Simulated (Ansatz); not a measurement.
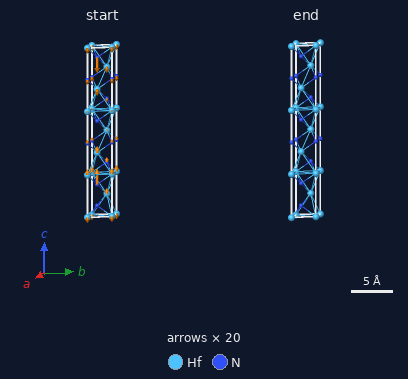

The structure of crystalline HfN (a generated structure, set up in P-3m1) before (left) and after (right) a relaxation, at one scale. The orange arrows give the displacements (the part carried along by the change of the cell is left out), magnified 20 times.

A ball-and-stick model of the cell of the calculation, seen slightly off an axis.

Case: stacking ABACBACB.

All numbers below come from DFT PBE, scalar-relativistic, plane waves, PAW in Ansatz.

Input file:
```yaml
crystal:
  lattice:
    - [3.2159940711, 0.0, 0.0]
    - [-1.6079970356, 2.785132564, 0.0]
    - [0.0, 0.0, 21.0018186141]
  atoms:
    - { symbol: Hf, position: [0.0, 0.0, 0.0] }
    - { symbol: "N", position: [0.6666666667, 0.3333333333, 0.0625] }
    - { symbol: Hf, position: [0.3333333333, 0.6666666667, 0.125] }
    - { symbol: "N", position: [0.6666666667, 0.3333333333, 0.1875] }
    - { symbol: Hf, position: [0.0, 0.0, 0.25] }
    - { symbol: "N", position: [0.3333333333, 0.6666666667, 0.3125] }
    - { symbol: Hf, position: [0.6666666667, 0.3333333333, 0.375] }
    - { symbol: "N", position: [0.0, 0.0, 0.4375] }
    - { symbol: Hf, position: [0.3333333333, 0.6666666667, 0.5] }
    - { symbol: "N", position: [0.6666666667, 0.3333333333, 0.5625] }
    - { symbol: Hf, position: [0.0, 0.0, 0.625] }
    - { symbol: "N", position: [0.3333333333, 0.6666666667, 0.6875] }
    - { symbol: Hf, position: [0.6666666667, 0.3333333333, 0.75] }
    - { symbol: "N", position: [0.0, 0.0, 0.8125] }
    - { symbol: Hf, position: [0.3333333333, 0.6666666667, 0.875] }
    - { symbol: "N", position: [0.6666666667, 0.3333333333, 0.9375] }
basis:
  ecutwfc: 420
kpoints:
  mp_grid: { grid: [12, 12, 3] }
hamiltonian:
  xc: pbe
scf:
  occupations: { method: gaussian, width: 0.1 }
output:
  forces: true
  stress: true
  eigenvalues: true
  populations: true
relax:
  adjacent_minimum: "off"
  f_tol: 0.01
  max_steps: 45
  cell: { stress_tol: 0.05 }
```

Command:
```bash
ansatz run input.yaml --threads 1 --pin off --max-ram 2560MiB --backend cpu --events-out ev --progress --plain --runs-dir out
```

Question: Summarise the run.

Answer: The run was cut off at its time limit before the program reported convergence, but its last step already meets the force threshold: the largest component is 0.0046 eV/Å against 0.01 eV/Å. The pressure is within 0.05 GPa of its target. Over 3 accepted moves (4 points after the start) the energy falls by 0.128 eV per cell of the calculation. Largest force component: 0.98 eV/Å at the start, 0.0046 eV/Å at the end. The pressure goes from 0.20 to −0.05 GPa. The line search rejected the trial step at point 1 of the run. The largest moves relative to the cell, 0.098 Å, are those of N4 and N16. N4 goes along +c. By element the largest moves are N 0.098 Å, Hf 0.041 Å. Cell: a = b 3.216 → 3.200 Å (−0.5 %), c 21.002 → 21.248 Å (+1.2 %). Volume +0.1 %. Some distances before and after: Hf1–Hf3 3.215 → 3.294 Å, Hf1–N16 2.274 → 2.312 Å, Hf15–N16 2.274 → 2.240 Å, Hf13–Hf15 3.215 → 3.238 Å. Among the angles between lasting bonds that change: Hf1–N16–Hf15 180.0° → 177.5°, Hf1–N16–Hf1 90.0° → 87.6°. The space group stays P-3m1 (No. 164). The run took 13 min on 1 thread of Arm Neoverse V1, with other jobs on the host, peak memory 1.2 GiB.
